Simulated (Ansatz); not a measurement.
# Geometry relaxation of Zr$_{8}$O$_{17}$ (charge −2) (part 3 of 3)

Zr$_{8}$O$_{17}$ (defect cell, 25 atoms in the cell, total charge −2); DFT PBE, scalar-relativistic, plane waves, PAW, no spin polarisation (Ansatz 0.2.0); cutoff 420 eV, 2×2×2 k-mesh, Gaussian smearing of 0.02 eV. The structure derives from a Materials Project entry. It belongs to a series of runs on one base structure; here: O_i, charge -2, atoms relaxed at the host's cell.

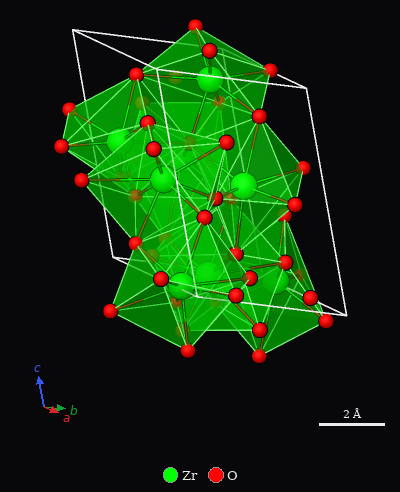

Figure 1. The geometry at step 10 of the log (polyhedral view of the cell of the calculation, seen slightly off an axis; polyhedra are completed across the faces of the cell).

Trajectory as extended XYZ (Å, eV, eV/Å), 8 of the 17 frames kept, from step=1 to step=17
```
25
Lattice="-4.2974 0.0000 -5.2918 5.1896 5.2421 -0.0120 5.1896 -5.2421 -0.0120" Properties=species:S:1:pos:R:3:forces:R:3 step=1 energy=-43125.99262
Zr    3.9048   -0.1736   -1.1162   -0.7601   0.0261   0.0900
Zr    9.1382   -0.1657   -1.0567   -0.2367  -0.0759   0.2725
Zr    4.3164   -2.3792   -3.7439   -0.4078   0.2284  -0.1451
Zr    4.4977    2.8210   -3.8353   -0.5230   0.4076   0.2541
Zr    1.6882   -2.8132   -1.5500    0.1219  -0.0891   0.0174
Zr    1.6242    2.4398   -1.5203    0.3396  -0.0432   0.3364
Zr   -3.0643    0.2244   -4.2435    0.3750   0.2768   0.1387
Zr    2.1068    0.2822   -4.1876    0.3480  -0.0168  -0.1389
O     5.6198    0.9145   -0.8364    0.4799   0.4297   0.0588
O     0.4828    0.9086   -0.8102   -0.1226  -0.2214  -0.0645
O     0.9855   -3.4380   -3.5412   -0.1033  -0.1626   0.1984
O     0.9186    1.8254   -3.4538   -0.1391  -0.1064   0.0143
O    -1.4776    1.3830   -5.1919    0.5972  -0.0774  -0.1083
O     3.7199    1.3640   -5.2050    0.1138  -0.1057  -0.1787
O     2.7354   -1.2060   -2.7711   -0.3912  -0.2401   0.0430
O     3.1333    4.0109   -2.6360    2.0350  -1.0427  -1.0511
O     3.2590   -3.9379   -2.5653    0.1979   0.0590   0.0445
O     3.2593    1.3191   -2.5583    0.1888   0.2997  -0.1576
O     2.3114   -1.3361   -0.0848   -0.3380  -0.0678   0.0567
O     7.4992   -1.3379   -0.0780   -0.2072   0.1117   0.1977
O     4.8823   -1.8518   -1.6885    0.3459  -0.4872  -0.2152
O     5.1890    3.5360   -1.8772    0.6001  -0.1211   0.2708
O     5.5312   -0.8543   -4.5379   -0.0974  -0.0014   0.0005
O     0.3679   -0.8016   -4.4703    0.1176   0.1360   0.0896
O     6.9102   -0.8889   -2.5055   -2.5372   0.8843  -0.0240
25
Lattice="-4.2974 0.0000 -5.2918 5.1896 5.2421 -0.0120 5.1896 -5.2421 -0.0120" Properties=species:S:1:pos:R:3:forces:R:3 step=3 energy=-43127.55292
Zr    3.8694   -0.2043   -1.1202    1.2830  -0.0300   0.0490
Zr    9.1262   -0.2452   -1.0842   -0.1333  -0.4576  -1.5293
Zr    4.2666   -2.3332   -3.7593    1.3490  -0.2768   0.6897
Zr    4.5063    2.8784   -3.8251   -0.6361   0.9387   0.9619
Zr    1.7508   -2.8648   -1.5264   -0.8368  -0.0959  -0.1682
Zr    1.6477    2.4440   -1.5080   -0.1483   2.2472  -2.3379
Zr   -3.0450    0.2824   -4.2326   -0.7950  -2.4344   3.0419
Zr    2.1531    0.3384   -4.1825   -0.8385   0.3035  -0.2917
O     5.6406    0.9464   -0.8099    0.0731   0.1523   0.5670
O     0.4899    0.8531   -0.8486    0.5344   0.5164   0.2065
O     0.9320   -3.4850   -3.4588    1.0091  -0.0418  -0.3223
O     0.8615    1.8048   -3.4288    0.5286  -0.1989  -0.0930
O    -1.3447    1.3794   -5.2139   -0.8902   0.4255   0.0677
O     3.8121    1.3467   -5.2239   -0.6590  -0.0564   0.0487
O     2.6344   -1.2332   -2.7659    0.9714   0.5641  -0.1358
O     3.1733    3.9353   -2.7465    5.0497  -1.7049  -0.7361
O     3.3323   -3.9458   -2.5628   -0.2860   0.3780  -0.5334
O     3.3279    1.3719   -2.5713   -0.5522  -1.2763   0.1916
O     2.2355   -1.3419   -0.0648    0.8409   0.2343  -0.6442
O     7.4187   -1.3012   -0.0528    0.3293  -0.5508   0.2880
O     4.8756   -1.9115   -1.7043   -1.3278  -0.1054   0.7515
O     5.2996    3.5155   -1.8322    0.0866   0.0897   0.4669
O     5.5100   -0.8313   -4.5415   -1.0392  -0.7182  -0.8396
O     0.3969   -0.7431   -4.4554   -0.1251  -0.1818  -0.4684
O     6.6687   -0.8112   -2.5450   -3.7881   2.2794   0.7688
25
Lattice="-4.2974 0.0000 -5.2918 5.1896 5.2421 -0.0120 5.1896 -5.2421 -0.0120" Properties=species:S:1:pos:R:3:forces:R:3 step=6 energy=-43131.32337
Zr    4.0615   -0.1714   -1.1600    0.9517   0.1179  -0.3328
Zr    9.1748   -0.2569   -1.1885    0.5721   0.0098   0.0155
Zr    4.2934   -2.4231   -3.7733    0.2482  -0.1445  -0.1606
Zr    4.5405    2.8836   -3.8542    0.3128  -0.1741  -0.2072
Zr    1.8041   -2.8100   -1.5428    0.0228  -0.0612   0.0903
Zr    1.5391    2.5759   -1.5444   -0.4446   0.3117  -0.1665
Zr   -3.1508    0.0853   -4.0761   -0.4753  -0.3033   0.2667
Zr    2.1904    0.3534   -4.1694   -0.0019   0.1588   0.0692
O     5.6473    1.1552   -0.6672   -0.0900   0.2834   0.1300
O     0.5187    0.8375   -0.8044    0.0434  -0.1074   0.1520
O     1.0526   -3.4016   -3.5187    0.1917  -0.0740  -0.2243
O     0.9216    1.8547   -3.4120    0.1028  -0.0591   0.0541
O    -1.4260    1.3759   -5.1842   -0.1817   0.2878   0.1616
O     3.7935    1.3322   -5.2067    0.0053   0.0490   0.0944
O     2.8018   -1.1894   -2.8148    0.2430  -0.0486   0.0098
O     3.1383    3.8791   -2.8150   -0.5476   0.2475   0.1661
O     3.3028   -4.0210   -2.5947   -0.3036  -0.1510   0.1116
O     3.3290    1.3268   -2.5579   -0.0883  -0.2414  -0.0805
O     2.3775   -1.3111   -0.1234    0.1087  -0.0446   0.0896
O     7.4615   -1.3016   -0.1009    0.1301   0.0964  -0.1170
O     4.6797   -2.1564   -1.5030   -0.3957  -0.2986   0.4358
O     5.3604    3.5744   -1.9060   -0.3286   0.1394  -0.1838
O     5.5146   -1.0118   -4.6790    0.2566  -0.0653  -0.4528
O     0.4631   -0.7434   -4.4805   -0.1118  -0.0100  -0.0935
O     6.1498   -0.5917   -2.3878   -0.2192   0.0813   0.1717
25
Lattice="-4.2974 0.0000 -5.2918 5.1896 5.2421 -0.0120 5.1896 -5.2421 -0.0120" Properties=species:S:1:pos:R:3:forces:R:3 step=8 energy=-43132.00617
Zr    4.2199   -0.1705   -1.2135    0.0251   0.1410   0.0220
Zr    9.2011   -0.3007   -1.2332    0.0062  -0.0869  -0.1310
Zr    4.3598   -2.4113   -3.7861    0.0020   0.0613  -0.0720
Zr    4.5649    2.9338   -3.9167    0.1747  -0.0003  -0.0933
Zr    1.8731   -2.7515   -1.5405   -0.0869   0.0211  -0.0153
Zr    1.4586    2.5396   -1.4323   -0.0368  -0.0004   0.0560
Zr   -3.1984    0.0660   -4.0934   -0.0367   0.0898   0.0516
Zr    2.2391    0.3943   -4.1347    0.0457   0.0421   0.0121
O     5.6993    1.2556   -0.6529    0.0136  -0.0334  -0.0357
O     0.5575    0.7554   -0.7793   -0.0226  -0.0222   0.0058
O     1.0739   -3.3958   -3.5741   -0.0133  -0.1076  -0.0058
O     0.9035    1.8274   -3.3049   -0.0278  -0.0391   0.0248
O    -1.4946    1.4929   -5.1552   -0.0889   0.0285   0.0065
O     3.8221    1.3374   -5.1710   -0.0148   0.0639   0.0461
O     2.8989   -1.2171   -2.8406    0.0515  -0.1502   0.0140
O     3.0028    3.8590   -2.8190   -0.0566   0.1091  -0.0367
O     3.2410   -4.0644   -2.5655   -0.0072   0.0181   0.0748
O     3.3391    1.3012   -2.5455   -0.0226  -0.0562   0.0244
O     2.3950   -1.2673   -0.1237    0.0048   0.0178   0.0269
O     7.4813   -1.1979   -0.1707    0.0112   0.0019  -0.0465
O     4.6090   -2.2658   -1.1998    0.1119  -0.0571   0.1489
O     5.3674    3.6175   -2.0454   -0.0442  -0.0262   0.0648
O     5.6375   -1.1800   -4.8213    0.1378  -0.0506   0.0032
O     0.4872   -0.6524   -4.4826   -0.0936   0.0809  -0.0311
O     5.8002   -0.6611   -2.4629   -0.0321  -0.0460  -0.1154
25
Lattice="-4.2974 0.0000 -5.2918 5.1896 5.2421 -0.0120 5.1896 -5.2421 -0.0120" Properties=species:S:1:pos:R:3:forces:R:3 step=10 energy=-43132.16471
Zr    4.2100   -0.1652   -1.1753   -0.0162  -0.0360  -0.0366
Zr    9.2145   -0.3186   -1.3053    0.0367   0.0294   0.0118
Zr    4.3843   -2.3635   -3.8654    0.0160  -0.0021  -0.0419
Zr    4.6449    2.9649   -4.0157    0.0162  -0.0373   0.0178
Zr    1.8476   -2.7647   -1.5513    0.0047  -0.0155   0.0172
Zr    1.4546    2.5296   -1.4136   -0.1418   0.0176  -0.0631
Zr   -3.1885    0.0571   -4.1345    0.0086  -0.0422  -0.0304
Zr    2.2394    0.4143   -4.0936    0.0098   0.0144  -0.0305
O     5.6982    1.2121   -0.6727   -0.0199   0.0054   0.0354
O     0.5523    0.7298   -0.8188   -0.0315   0.0013  -0.0330
O     1.0540   -3.4737   -3.5496    0.0025   0.0052  -0.0045
O     0.8810    1.8494   -3.2842    0.0333   0.0166  -0.0330
O    -1.5520    1.5070   -5.1599   -0.0038  -0.0215   0.0629
O     3.7805    1.3721   -5.1559   -0.0006   0.0063  -0.0356
O     2.9348   -1.2823   -2.8453   -0.0307   0.0289  -0.0506
O     3.0054    3.8840   -2.8949    0.0175   0.0046  -0.0119
O     3.2773   -4.0161   -2.5351    0.0233   0.0487   0.0095
O     3.2785    1.2654   -2.4961    0.0071  -0.0294   0.0428
O     2.4089   -1.2343   -0.1907   -0.0022   0.0205  -0.0428
O     7.5218   -1.1720   -0.2025    0.0027   0.0376   0.0654
O     4.7252   -2.2177   -0.8222    0.0351  -0.0268   0.0971
O     5.3550    3.5731   -2.0829    0.0115  -0.0359  -0.0076
O     5.7104   -1.2246   -4.9047   -0.0151   0.0133   0.0545
O     0.4180   -0.4999   -4.3807    0.0185   0.0224   0.0040
O     5.6830   -0.7816   -2.5138    0.0181  -0.0254   0.0028
25
Lattice="-4.2974 0.0000 -5.2918 5.1896 5.2421 -0.0120 5.1896 -5.2421 -0.0120" Properties=species:S:1:pos:R:3:forces:R:3 step=12 energy=-43132.09107 accepted=F
Zr    4.1434   -0.2311   -1.1017    0.1411   0.1346  -0.1547
Zr    9.2701   -0.2861   -1.3602    0.0698   0.2227   0.2242
Zr    4.3965   -2.2540   -3.9498    0.3019   0.1004   0.1845
Zr    4.6318    2.8906   -3.9730    0.0862  -0.3854   0.2073
Zr    1.8248   -2.8357   -1.5580   -0.0092  -0.3303  -0.2949
Zr    1.3805    2.6413   -1.5080    0.3169  -0.5790   0.3133
Zr   -2.9453    0.1781   -4.2984   -0.8272   0.0083   0.5603
Zr    2.1895    0.4133   -4.0707    0.0177   0.1178   0.0883
O     5.6656    1.1185   -0.6789   -0.0400  -0.1609   0.0344
O     0.6480    0.7375   -1.0295   -0.0563  -0.0089  -0.0045
O     1.0266   -3.5944   -3.5022    0.0942  -0.0499   0.0931
O     0.9319    1.9643   -3.4130    0.0652  -0.1419  -0.1417
O    -1.5821    1.4787   -5.1289    0.6104   0.3880  -0.4965
O     3.7269    1.3612   -5.1947   -0.0197   0.0848   0.1024
O     2.9090   -1.3004   -2.8644   -0.1587   0.0597   0.0633
O     2.9888    3.9715   -2.9417   -0.0383  -0.0190   0.0588
O     3.3604   -3.9361   -2.5623    0.0033  -0.0199   0.1443
O     3.3007    1.2525   -2.5044   -0.0574   0.0516  -0.0825
O     2.4112   -1.2736   -0.2423   -0.0319   0.0199   0.0062
O     7.5950   -1.1837   -0.2300   -0.1512  -0.0981  -0.1229
O     4.7768   -2.2538   -0.5229    0.1251   0.0386  -0.2402
O     5.2834    3.4387   -2.0026    0.0676   0.0735   0.0334
O     5.7283   -0.9785   -4.8359   -0.0914  -0.0305  -0.0398
O     0.3239   -0.4657   -4.2314   -0.0339   0.1526  -0.0014
O     5.5534   -1.0087   -2.3599   -0.3839   0.3716  -0.5345
25
Lattice="-4.2974 0.0000 -5.2918 5.1896 5.2421 -0.0120 5.1896 -5.2421 -0.0120" Properties=species:S:1:pos:R:3:forces:R:3 step=15 energy=-43132.21691
Zr    4.1438   -0.2205   -1.1162    0.0062  -0.0188  -0.0141
Zr    9.2585   -0.2797   -1.3399    0.0000   0.0025   0.0096
Zr    4.4115   -2.2444   -3.9176    0.0121   0.0017   0.0156
Zr    4.6304    2.8953   -3.9703   -0.0024   0.0004  -0.0070
Zr    1.8256   -2.8363   -1.5618    0.0059   0.0088  -0.0020
Zr    1.4217    2.5993   -1.4837   -0.0120  -0.0100  -0.0053
Zr   -2.9942    0.1678   -4.2571    0.0157   0.0073  -0.0190
Zr    2.1891    0.4082   -4.0777   -0.0007  -0.0034   0.0079
O     5.6848    1.0989   -0.6899    0.0030  -0.0104  -0.0058
O     0.6391    0.7370   -0.9843    0.0022  -0.0111  -0.0041
O     1.0296   -3.5834   -3.4997    0.0008   0.0004   0.0083
O     0.9324    1.9393   -3.3954   -0.0020   0.0010  -0.0009
O    -1.5428    1.4973   -5.1657   -0.0031   0.0045   0.0039
O     3.7451    1.3657   -5.1884   -0.0037  -0.0071  -0.0061
O     2.8763   -1.2972   -2.8559    0.0027  -0.0023  -0.0064
O     2.9736    3.9632   -2.9150    0.0027   0.0016   0.0093
O     3.3552   -3.9416   -2.5558   -0.0103   0.0023   0.0001
O     3.3008    1.2657   -2.5246    0.0055   0.0047   0.0016
O     2.4108   -1.2768   -0.2248   -0.0056   0.0002   0.0072
O     7.5770   -1.1792   -0.2223    0.0093   0.0024   0.0025
O     4.8023   -2.2353   -0.5659    0.0106   0.0171   0.0066
O     5.2920    3.4590   -2.0103    0.0013  -0.0071  -0.0021
O     5.7385   -1.0206   -4.8613   -0.0101   0.0186  -0.0096
O     0.3175   -0.4618   -4.2458   -0.0110  -0.0016   0.0117
O     5.5205   -0.9756   -2.4355   -0.0173  -0.0018  -0.0018
25
Lattice="-4.2974 0.0000 -5.2918 5.1896 5.2421 -0.0120 5.1896 -5.2421 -0.0120" Properties=species:S:1:pos:R:3:forces:R:3 step=17 energy=-43132.21863
Zr    4.1331   -0.2280   -1.1087    0.0036  -0.0044   0.0024
Zr    9.2647   -0.2719   -1.3449   -0.0025  -0.0029   0.0038
Zr    4.4158   -2.2296   -3.9226    0.0017   0.0082   0.0018
Zr    4.6275    2.8857   -3.9613    0.0023   0.0039  -0.0020
Zr    1.8216   -2.8464   -1.5640    0.0003  -0.0005   0.0010
Zr    1.4255    2.6048   -1.4922    0.0008  -0.0009   0.0009
Zr   -2.9731    0.1799   -4.2700    0.0014  -0.0015   0.0012
Zr    2.1795    0.4035   -4.0760   -0.0038  -0.0013  -0.0003
O     5.6866    1.0720   -0.6948    0.0033   0.0026  -0.0017
O     0.6539    0.7370   -1.0083    0.0008   0.0015   0.0018
O     1.0278   -3.5998   -3.4900   -0.0001   0.0022   0.0009
O     0.9437    1.9533   -3.4129    0.0018  -0.0008  -0.0061
O    -1.5362    1.5005   -5.1768    0.0021  -0.0027   0.0026
O     3.7426    1.3652   -5.1957    0.0015   0.0010  -0.0001
O     2.8621   -1.2998   -2.8586   -0.0055   0.0019   0.0027
O     2.9637    3.9740   -2.9108   -0.0011   0.0013  -0.0042
O     3.3676   -3.9280   -2.5605   -0.0039   0.0005   0.0021
O     3.3069    1.2656   -2.5340   -0.0040   0.0009  -0.0011
O     2.4106   -1.2853   -0.2247   -0.0040  -0.0031  -0.0031
O     7.5861   -1.1795   -0.2257    0.0018   0.0035   0.0017
O     4.8288   -2.2279   -0.5263   -0.0027   0.0002  -0.0006
O     5.2801    3.4403   -1.9965    0.0023  -0.0024   0.0001
O     5.7406   -0.9891   -4.8572   -0.0022  -0.0020  -0.0039
O     0.2917   -0.4512   -4.2185    0.0043   0.0000  -0.0016
O     5.4880   -1.0009   -2.4339    0.0019  -0.0051   0.0017
```

Key numbers

```tsv
quantity	value
outcome	converged
electrons treated	200
free energy	−43132.2186 eV
Fermi energy	12.632 eV
gap on the k-point mesh	3.34 eV
final volume	288.46 Å³
largest force (length of the vector) at the end	0.009 eV/Å
hardware	8 threads of Arm Neoverse V1, 24 GiB of memory available, shared host
wall time	89 s (CPU time 11 min)
peak memory	1 GiB
```
